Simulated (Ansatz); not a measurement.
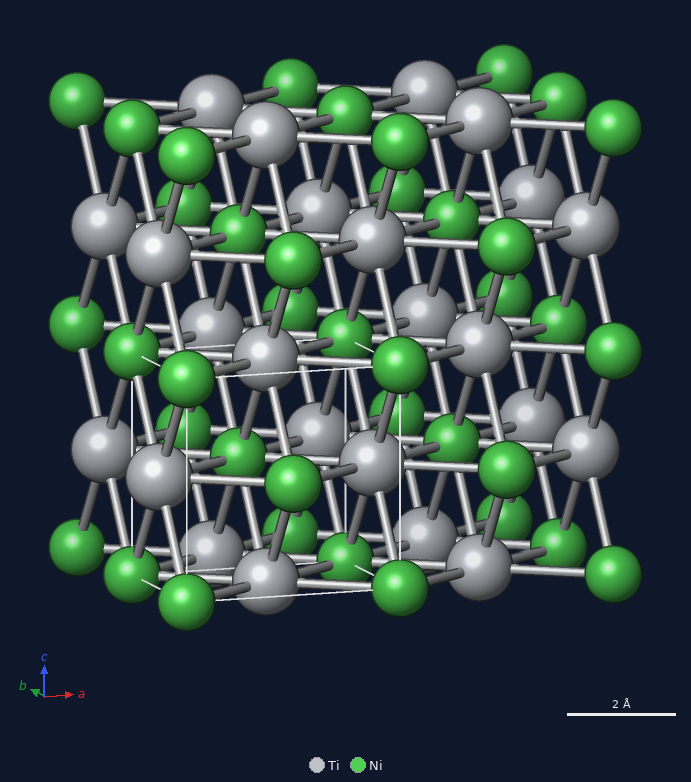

Fig. 1: The structure as given in the input (ball-and-stick view of the cell of the calculation, repeated 2 × 2 × 2, seen slightly off an axis). Near neighbours in the crystal (not all of them lie inside the picture): Ti has 8 Ni at 2.59 Å; Ni has 8 Ti at 2.59 Å.

Single-point calculation of TiNi (part 1 of 3)

- system: TiNi (Pm-3m, 4 atoms in the cell)
- method: DFT, r2SCAN, PAW with Ansatz's default frozen-core files, scalar-relativistic, spin-polarised (Ansatz 0.2.0)

The structure derives from a Materials Project entry. It belongs to a series of runs on one base structure; here: parallel moments, PAW files.

Input file:
```yaml
crystal:
  lattice:
    - [0.0, 2.98806613, 2.98806613]
    - [2.98806613, 0.0, 0.0]
    - [0.0, 2.98806613, -2.98806613]
  atoms:
    - { symbol: Ti, position: [0.5, 0.5, 0.0], spin: 1.0 }
    - { symbol: Ti, position: [0.0, 0.5, 0.5], spin: 1.0 }
    - { symbol: Ni, position: [0.0, 0.0, 0.0], spin: 1.5 }
    - { symbol: Ni, position: [0.5, 0.0, 0.5], spin: 1.5 }
magnetization:
  spin_polarized: true
kpoints:
  mp_grid: { grid: [7, 10, 7] }
scf:
  occupations: { method: fermi_dirac, width: 0.05 }
  lower_state_search: "off"
hamiltonian:
  xc: r2scan
  pseudopotentials: { kind: paw }
output:
  forces: true
  stress: true
  eigenvalues: true
  populations: true
```

Run on 2 threads of Arm Neoverse V1, 24 GiB of memory available, shared host.

Command:
```bash
ansatz run input.yaml --threads 2 --pin off --max-ram 6144MiB --backend cpu --events-out ev --progress --plain --runs-dir out
```

Log:
```
Engine: ansatz 0.2.0, aarch64-unknown-linux-gnu
Pseudopotentials: kind: paw
Pseudopotential: Ti, paw, valence charge 12, recommended cutoff 500 eV (meta_gga), Ti.paw.azcp
Pseudopotential: Ni, paw, valence charge 18, recommended cutoff 500 eV (meta_gga), Ni.paw.azcp
Functional definition: r2SCAN
  parameter k0 = 0.174
  parameter k1 = 0.065
  parameter a1 = 4.9479
  exchange = r2scan_x(k0 = k0, k1 = k1, a1 = a1)
  correlation = r2scan_c
Crystal: 4 atoms, lattice volume = 53.358 Å³
Basis set: ecut = 500 eV, 1371 PW (Γ), exchange–correlation on 128×96×128 points (64 copies of the dense FFT grid, shifted against one another)
Bands: 39, of which v1, the nominal top of the filled ones, is band 30 counted from 1 (29 counted from 0)
Symmetry: 32 space group operations
Space group: Pm-3m (ITA 221), of the structure as read, at distance tolerance 3.8e-5 Å
Magnetic group: BNS 221.92 (UNI 1594), of the structure as read, at distance tolerance 3.8e-5 Å
k-points: 60 of 490
Non-local potential: Ti, projectors of the file, l = 0: 3, l = 1: 2, l = 2: 3, l = 3: 1
Non-local potential: Ni, projectors of the file, l = 0: 3, l = 1: 2, l = 2: 3, l = 3: 1
PAW form: soft (Blöchl's): semilocal exchange-correlation on the pseudo side does not see the compensation charge
PAW frozen core: Ti, regenerated for the run's functional (the file was generated under x = pbe(κ = 0.804, μ = 0.2195149727645171), c = pbe(β = 0.06672455060314922))
PAW frozen core: Ni, regenerated for the run's functional (the file was generated under x = pbe(κ = 0.804, μ = 0.2195149727645171), c = pbe(β = 0.06672455060314922))
PAW one-centre angular grid: Ti, 590 points (default); XC on 160 Gauss nodes
PAW one-centre angular grid: Ni, 590 points (default); XC on 160 Gauss nodes
Initial density: superposition of atomic densities (chi_scale 0.1, normalization cell)
Starting moments: Σ|m| = 5 μB on 4 of 4 sites
Initial wavefunctions: pseudopotential atomic-orbital guess
Functional: x = r2scan, c = r2scan; τ floored in thin density (d = 2e-4 eV/Å³)
```
